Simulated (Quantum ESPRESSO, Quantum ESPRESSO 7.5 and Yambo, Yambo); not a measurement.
## SiC (Moissanite): G0W0 with Yambo, start to end

Wanted: ground state, empty states, screening and self-energy for SiC (Moissanite).

Main program and level: Quantum ESPRESSO 7.5 and Yambo 5.3.0; PBE and many-body steps on it, plane waves.

**Experimental background.**

- Gap 3.33 eV: band gap at cryogenic temperature; bulk crystal (literature value) (quoted in “Silicon carbide diodes for neutron detection”, 2020, arxiv:2009.14696).

This is a report of a sequence of runs, with most program output left out.

## Step 1: Set-up

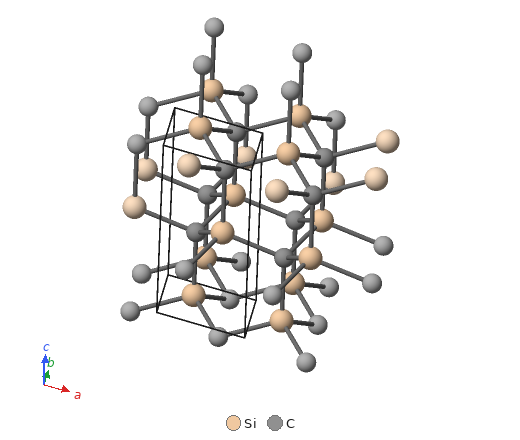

The cell as given, slightly off an axis (silicon light orange, carbon grey). 2×2×1 cells are drawn. Some periodic images of atoms are drawn too.

Geometry: measured (diffraction); atoms relaxed with PBE. The runs that relaxed it are not among those shown.

## Step 2: Ground state

This step: Quantum ESPRESSO 7.5; DFT, PBE, plane waves, norm-conserving pseudopotentials.

The ground-state density comes first.

Contents of pw.in:

```
&control
  calculation = 'scf'
  prefix = 'x'
  outdir = 'o'
  pseudo_dir = 'pseudo'
/
&system
  ibrav = 0
  nat = 4
  ntyp = 2
  ecutwfc = 74.0
  nbnd = 14
  force_symmorphic = .true.
/
&electrons
  conv_thr = 1e-10
  electron_maxstep = 80
  mixing_beta = 0.5
/
ATOMIC_SPECIES
  Si 28.085 Si.upf
  C 12.011 C.upf
CELL_PARAMETERS angstrom
  3.0760000000 0.0000000000 0.0000000000
  -1.5380000000 2.6638941420 0.0000000000
  0.0000000000 0.0000000000 5.0480000000
ATOMIC_POSITIONS crystal
  Si 0.3333333333 0.6666666667 0.0045619064
  Si 0.6666666667 0.3333333333 0.5045619064
  C 0.3333333333 0.6666666667 0.3804380937
  C 0.6666666667 0.3333333333 0.8804380937
K_POINTS automatic
  6 6 4 0 0 0
```

Command:

```console
$ OMP_NUM_THREADS=1 mpirun -n 4 pw.x -nk 4 -in pw.in > pw.out
```

The job ended after 4.3 s (4 MPI ranks of Arm Neoverse V1, shared host; peak memory 0.23 GiB; 17 s of CPU time).

This step gave:

```yaml
total_energy: -558.8942 eV
gap: 2.283 eV
k_of_the_valence_top: 0, 0, 0
k_of_the_conduction_bottom: 0.3333, 0.3333, 0
least_direct_gap: 3.979 eV
```

The gap is indirect, with the least direct gap 1.70 eV higher.

## Step 3: Bands along the symmetry lines

The cheap functional maps the bands first; the places of the edges decide which points the dearer methods must see.

Contents of pw.in:

```
&control
  calculation = 'bands'
  prefix = 'x'
  outdir = 'o'
  pseudo_dir = 'pseudo'
/
&system
  ibrav = 0
  nat = 4
  ntyp = 2
  ecutwfc = 74.0
  nbnd = 14
  force_symmorphic = .true.
/
&electrons
  conv_thr = 1e-9
  electron_maxstep = 80
  diago_full_acc = .true.
  diago_thr_init = 5e-6
/
ATOMIC_SPECIES
  Si 28.085 Si.upf
  C 12.011 C.upf
CELL_PARAMETERS angstrom
  3.0760000000 0.0000000000 0.0000000000
  -1.5380000000 2.6638941420 0.0000000000
  0.0000000000 0.0000000000 5.0480000000
ATOMIC_POSITIONS crystal
  Si 0.3333333333 0.6666666667 0.0045619064
  Si 0.6666666667 0.3333333333 0.5045619064
  C 0.3333333333 0.6666666667 0.3804380937
  C 0.6666666667 0.3333333333 0.8804380937
K_POINTS crystal
  75
  0.00000000 0.00000000 0.00000000 1
  0.06250000 0.00000000 0.00000000 1
  0.12500000 0.00000000 0.00000000 1
  0.18750000 0.00000000 0.00000000 1
  0.25000000 0.00000000 0.00000000 1
  0.31250000 0.00000000 0.00000000 1
  0.37500000 0.00000000 0.00000000 1
  0.43750000 0.00000000 0.00000000 1
  0.50000000 0.00000000 0.00000000 1
  0.47916667 0.04166667 0.00000000 1
  0.45833333 0.08333333 0.00000000 1
  0.43750000 0.12500000 0.00000000 1
  0.41666666 0.16666666 0.00000000 1
  0.39583333 0.20833333 0.00000000 1
  0.37500000 0.25000000 0.00000000 1
  0.35416666 0.29166666 0.00000000 1
  0.33333333 0.33333333 0.00000000 1
  0.29166666 0.29166666 0.00000000 1
  0.25000000 0.25000000 0.00000000 1
  0.20833333 0.20833333 0.00000000 1
  0.16666666 0.16666666 0.00000000 1
  0.12500000 0.12500000 0.00000000 1
  0.08333333 0.08333333 0.00000000 1
  0.04166667 0.04166667 0.00000000 1
  0.00000000 0.00000000 0.00000000 1
  0.00000000 0.00000000 0.06250000 1
  0.00000000 0.00000000 0.12500000 1
  0.00000000 0.00000000 0.18750000 1
  0.00000000 0.00000000 0.25000000 1
  0.00000000 0.00000000 0.31250000 1
  0.00000000 0.00000000 0.37500000 1
  0.00000000 0.00000000 0.43750000 1
  0.00000000 0.00000000 0.50000000 1
  0.06250000 0.00000000 0.50000000 1
  0.12500000 0.00000000 0.50000000 1
  0.18750000 0.00000000 0.50000000 1
  0.25000000 0.00000000 0.50000000 1
  0.31250000 0.00000000 0.50000000 1
  0.37500000 0.00000000 0.50000000 1
  0.43750000 0.00000000 0.50000000 1
  0.50000000 0.00000000 0.50000000 1
  0.47916667 0.04166667 0.50000000 1
  0.45833333 0.08333333 0.50000000 1
  0.43750000 0.12500000 0.50000000 1
  0.41666666 0.16666666 0.50000000 1
  0.39583333 0.20833333 0.50000000 1
  0.37500000 0.25000000 0.50000000 1
  0.35416666 0.29166666 0.50000000 1
  0.33333333 0.33333333 0.50000000 1
  0.29166666 0.29166666 0.50000000 1
  0.25000000 0.25000000 0.50000000 1
  0.20833333 0.20833333 0.50000000 1
  0.16666666 0.16666666 0.50000000 1
  0.12500000 0.12500000 0.50000000 1
  0.08333333 0.08333333 0.50000000 1
  0.04166667 0.04166667 0.50000000 1
  0.00000000 0.00000000 0.50000000 1
  0.50000000 0.00000000 0.50000000 1
  0.50000000 0.00000000 0.43750000 1
  0.50000000 0.00000000 0.37500000 1
  0.50000000 0.00000000 0.31250000 1
  0.50000000 0.00000000 0.25000000 1
  0.50000000 0.00000000 0.18750000 1
  0.50000000 0.00000000 0.12500000 1
  0.50000000 0.00000000 0.06250000 1
  0.50000000 -0.00000000 0.00000000 1
  0.33333333 0.33333333 0.50000000 1
  0.33333333 0.33333333 0.43750000 1
  0.33333333 0.33333333 0.37500000 1
  0.33333333 0.33333333 0.31250000 1
  0.33333333 0.33333333 0.25000000 1
  0.33333333 0.33333333 0.18750000 1
  0.33333333 0.33333333 0.12500000 1
  0.33333333 0.33333333 0.06250000 1
  0.33333333 0.33333333 0.00000000 1
```

It took 4.5 s on 4 MPI ranks; peak memory 0.21 GiB; 18 s of CPU time.

This step gave:

```yaml
gap: 2.283 eV
k_of_the_valence_top: 0, 0, 0
k_of_the_conduction_bottom: 0.3333, 0.3333, 0
least_direct_gap: 3.979 eV
```

The gap is 2.283 eV, as in the run before at this level.

Electronic bands along the path, in eV, zero at the top of the highest filled band; v1 is the highest filled band, c1 the lowest empty one:

```csv
point,v4,v3,v2,v1,c1,c2,c3,c4
Γ,-1.32,-0.11,0.00,0.00,4.80,6.20,6.67,6.67
M,-5.44,-3.33,-3.29,-1.20,2.78,4.23,6.89,7.14
K,-6.27,-4.04,-4.04,-3.83,2.28,8.17,8.86,8.86
Γ,-1.32,-0.11,0.00,0.00,4.80,6.20,6.67,6.67
A,-0.71,-0.71,-0.71,-0.71,5.89,5.89,7.35,7.35
L,-2.45,-2.45,-2.33,-2.33,3.29,3.29,5.26,5.26
H,-5.64,-5.64,-1.74,-1.74,5.07,5.07,6.03,6.03
A,-0.71,-0.71,-0.71,-0.71,5.89,5.89,7.35,7.35
jump to L,-2.45,-2.45,-2.33,-2.33,3.29,3.29,5.26,5.26
M,-5.44,-3.33,-3.29,-1.20,2.78,4.23,6.89,7.14
jump to H,-5.64,-5.64,-1.74,-1.74,5.07,5.07,6.03,6.03
K,-6.27,-4.04,-4.04,-3.83,2.28,8.17,8.86,8.86
```

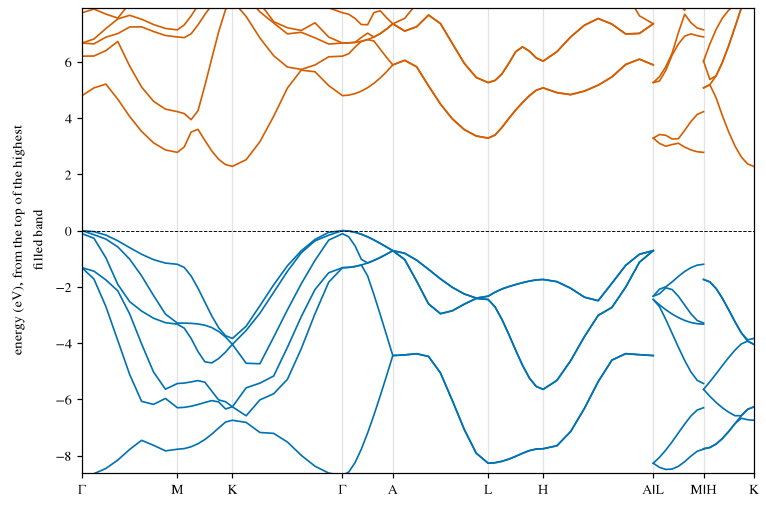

Electronic bands along the path; lines of filled and empty bands in two colours.

## Step 4: Empty states on the mesh, 3×3×4 mesh, 496 bands

The sums over transitions need many empty states on a uniform mesh; this step solves for them.

Contents of pw.in:

```
&control
  calculation = 'nscf'
  prefix = 'x'
  outdir = 'o'
  pseudo_dir = 'pseudo'
/
&system
  ibrav = 0
  nat = 4
  ntyp = 2
  ecutwfc = 74.0
  nbnd = 496
  force_symmorphic = .true.
/
&electrons
  conv_thr = 1e-9
  electron_maxstep = 80
  diago_full_acc = .true.
  diago_thr_init = 5e-6
/
ATOMIC_SPECIES
  Si 28.085 Si.upf
  C 12.011 C.upf
CELL_PARAMETERS angstrom
  3.0760000000 0.0000000000 0.0000000000
  -1.5380000000 2.6638941420 0.0000000000
  0.0000000000 0.0000000000 5.0480000000
ATOMIC_POSITIONS crystal
  Si 0.3333333333 0.6666666667 0.0045619064
  Si 0.6666666667 0.3333333333 0.5045619064
  C 0.3333333333 0.6666666667 0.3804380937
  C 0.6666666667 0.3333333333 0.8804380937
K_POINTS automatic
  3 3 4 0 0 0
```

Wall time 84 s (4 MPI ranks); peak memory 0.82 GiB; 5.6 min of CPU time.

This step gave:

```yaml
gap: 2.283 eV
k_of_the_valence_top: 0, 0, 0
k_of_the_conduction_bottom: 0.3333, 0.3333, 0
least_direct_gap: 4.286 eV
k_points_computed: 10
lowest_point_of_the_top_converged_band_above_the_valence_top: 278.2527 eV
```

On this mesh the gap is 2.283 eV.

## Step 5: Conversion and set-up

This step: Yambo 5.3.0; conversion and set-up on PBE, plane waves, norm-conserving pseudopotentials.

The states are converted to the many-body program's format and the q mesh is built.

Command:

```console
$ (cd o/x.save; p2y > p2y.log; mv SAVE ../..); yambo > setup.log
```

Run time: 2.1 s. Hardware: 1 MPI rank; peak memory 0.23 GiB.

## Step 6: Screening and self-energy, 3×3×4 mesh, 496 bands, screening to 353.7 eV

Now the one-shot GW correction: screening in the RPA, then the self-energy of the levels asked for.

This step: G0W0 on PBE, plane waves, norm-conserving pseudopotentials.

Contents of gw3.in:

```
HF_and_locXC
gw0
dyson
ppa
em1d
rim_cut
RandQpts= 1000000
RandGvec= 1 RL
EXXRLvcs= 74 Ry
VXCRLvcs= 296 Ry
Chimod= "HARTREE"
% BndsRnXp
 1 | 496 |
%
NGsBlkXp= 26 Ry
% LongDrXp
 1 | 1 | 1 |
%
% GbndRnge
 1 | 496 |
%
DysSolver= "n"
ExtendOut
PPAPntXp= 27.21138 eV
% QPkrange
 1 | 1 | 7 | 10 |
 7 | 7 | 7 | 10 |
 4 | 4 | 7 | 10 |
%
```

Command:

```console
$ OMP_NUM_THREADS=1 mpirun -n 4 yambo -F gw3.in -J gw3 -C gw3 > gw3.log
```

Wall time 21 min (4 MPI ranks); peak memory 2.6 GiB; 84 min of CPU time.

This step gave:

| Quantity | Value |
| --- | --- |
| G0W0 gap on the points computed | 3.100 eV |
| starting gap on the mesh | 2.283 eV |
| k of the valence top | 0, 0, 0 |
| k of the conduction bottom | 0.3333, 0.3333, 0 |
| least direct G0W0 gap on the computed points | 5.298 eV |
| Z at the valence top | 0.7943 |
| Z at the conduction bottom | 0.8272 |

The gap on the mesh goes from 2.28 eV to 3.10 eV, a correction of +0.82 eV.

Limits: finite bands, cutoff and mesh; coarse k mesh. v1 is the top filled band, c1 the lowest empty one. Levels before and after the correction, in eV, zero at the valence-band top of each column:

```csv
,conduction bottom,valence top
Kohn-Sham,2.28,0.00
G0W0,3.10,0.00
```

```csv
,level,energy (eV)
Kohn-Sham,Γ v2-v1,0.000
Kohn-Sham,Γ c1,4.799
Kohn-Sham,Γ c2,6.202
Kohn-Sham,(0.333 0.333 0) v2,-4.045
Kohn-Sham,(0.333 0.333 0) v1,-3.833
Kohn-Sham,(0.333 0.333 0) c1,2.283
Kohn-Sham,(0.333 0.333 0) c2,8.174
G0W0,Γ v2-v1,0.000
G0W0,Γ c1,5.795
G0W0,Γ c2,7.109
G0W0,(0.333 0.333 0) v2,-4.298
G0W0,(0.333 0.333 0) v1,-4.105
G0W0,(0.333 0.333 0) c1,3.100
G0W0,(0.333 0.333 0) c2,9.318
```

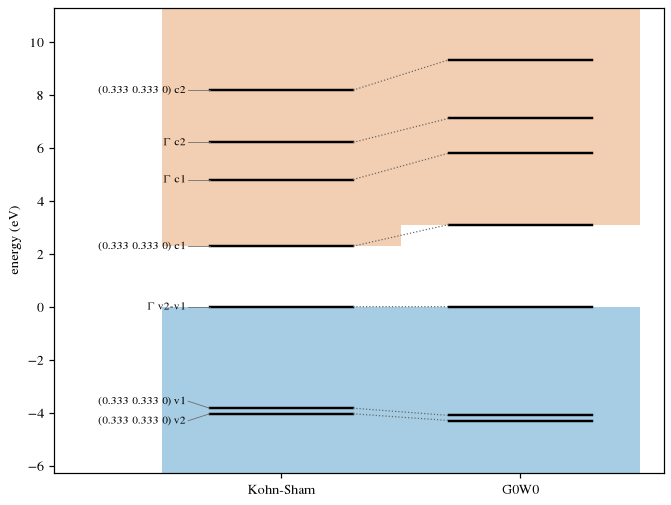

Levels before and after the correction. Shaded: valence and conduction bands.

## Step 7: Where the time went

Times are wall times on the hardware named with each run, good to a factor of about two.

```csv
step,time,share,memory (GiB)
ground state,4.3 s,0 %,0.23
bands along the symmetry lines,4.5 s,0 %,0.21
empty states on the mesh,84 s,6 %,0.82
conversion and set-up,2.1 s,0 %,0.23
screening and self-energy,21 min,93 %,2.6
```

## Step 8: What came out

* PBE gap: 2.28 eV, indirect
* G0W0 gap on the mesh: 3.10 eV
* GW settings: 3×3×4 mesh, 496 bands, screening to 353.7 eV, Godby-Needs plasmon pole
* known limits: not at the basis limit; coarse k mesh

In words: G0W0 moves the gap on the mesh from 2.28 eV to 3.10 eV (+0.82 eV), with Z of 0.79 and 0.83 at the edges. Only 3 of the mesh's irreducible points were corrected, so a valley elsewhere could overtake. The dearest step here is «screening and self-energy». Against experiment, by G0W0@PBE: the gap of 3.10 eV lies −0.23 eV from the measured 3.33 eV (kind not stated, quoted 2020). The calculation has static nuclei and no excitons; a measured gap holds zero-point and thermal motion, which mostly lowers it. Bands and cutoff are finite, so the gap is not at the basis limit. The miss can reach some tenths of an eV and take either sign; the mesh is an error of its own. In the G0W0 run levels were corrected at 3 k points alone, so a gap called «on the mesh» is the least over those, and an edge elsewhere would be missed. The 3×3×4 mesh is coarse for this cell, which bears on the long-range parts of exchange and screening.

[Paths, hosts, dates, memory and timing lines, banners, echoed tables and standing remarks are left out of the program output.]

[Logs are printed without paths, hosts, clocks, repeated set-up lines and the standing remarks that a program may print on its own settings, such as how far it seeks lower states.]

[Runs of the session that timed out or met a known fault of the program may be left out.]

[Hosts, paths, dates, database ids (printed as entryN), source tags and the programs' standing remarks are cut or masked in the printed files.]
